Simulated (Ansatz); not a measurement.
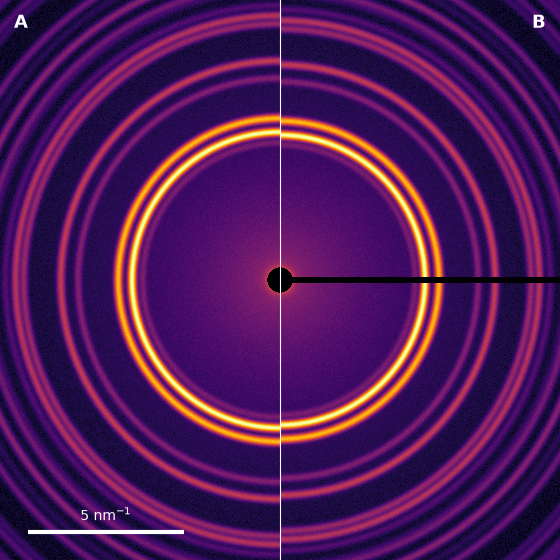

Simulated electron diffraction rings at 100 kV (λ = 0.0370 Å), scale in nm⁻¹ (radius = 1/d), for a fine-grained powder without texture. Kinematic intensities with B = 0.5 Å² for all atoms, without multiple scattering; brightness goes as intensity to the power 0.4, clipped at the top, with counting noise. Reflections closer than the ring width show as one ring. The left and right halves show two different samples, each scaled to its strongest ring.

Both are Cr in P6/mmm, with cells of different size. Both are input geometries of electronic-structure calculations (not necessarily at equilibrium); the starting structure was generated, so it need not be a known form of this composition.

Question: Which half has the larger cell, and by how much?

Answer: Half B: the volume of B is 5.8 % larger than that of A, and a larger cell draws the rings inwards on average.
A: a = 4.206 Å, b = 4.206 Å, c = 2.266 Å, α = 90.00°, β = 90.00°, γ = 120.00°; 001 at 4.41 nm⁻¹ (d = 2.27 Å), 110 at 4.76 nm⁻¹ (d = 2.10 Å), 101 at 5.20 nm⁻¹ (d = 1.924 Å), 111 at 6.49 nm⁻¹ (d = 1.541 Å).
B: a = 4.292 Å, b = 4.292 Å, c = 2.302 Å, α = 90.00°, β = 90.00°, γ = 120.00°; 001 at 4.34 nm⁻¹ (d = 2.30 Å), 110 at 4.66 nm⁻¹ (d = 2.15 Å), 101 at 5.11 nm⁻¹ (d = 1.957 Å), 111 at 6.37 nm⁻¹ (d = 1.570 Å).
